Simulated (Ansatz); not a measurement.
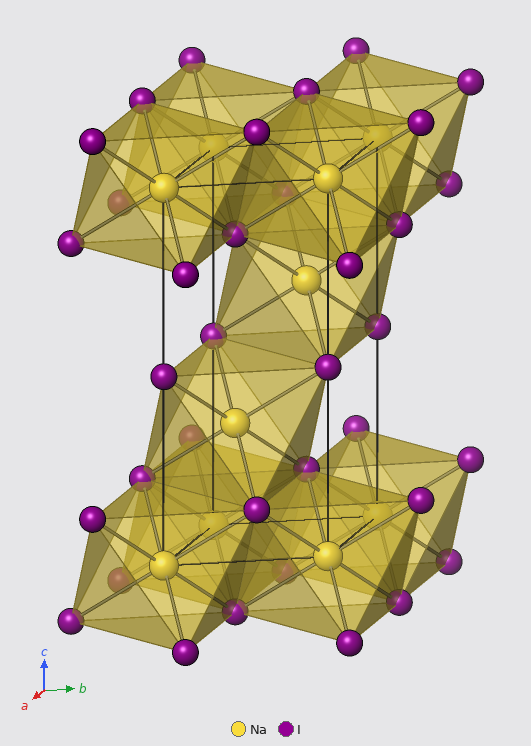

Structure drawing (polyhedral), viewed slightly off an axis. The edges of the conventional unit cell are marked. Some atoms of the next cells are drawn as well.

NaI, space group R-3m (No. 166), a = 4.705 Å, b = 4.705 Å, c = 10.911 Å, α = 90.00°, β = 90.00°, γ = 120.00°. Origin of the cell: a structure type filled with these elements by a generator (whether the compound takes this form wasn't checked). The cell was then strained or its atoms displaced on purpose. A calculation with Ansatz used it as input.

This one geometry was computed with Ansatz (DFT, plane waves, PAW) at three levels of theory: HSE06, PBE and r2SCAN. It was relaxed with r2SCAN and then strained.

> How does the band gap change with the level of theory?

PBE: a gap of 3.41 eV, direct; r2SCAN: a gap of 4.18 eV, direct; HSE06: a gap of 4.43 eV, direct.

> Collect the results in a table.

| level | cutoff (eV) | k-mesh of the run's cell | gap (eV) | pressure (GPa) |
| --- | --- | --- | --- | --- |
| HSE06 | 420 | 6×6×6 | 4.43 | -0.3 |
| PBE | 420 | 8×8×8 | 3.41 | 0.0 |
| r2SCAN | 500 | 8×8×8 | 4.18 | -0.5 |

Gaps are taken on the k-mesh or band path of each run.
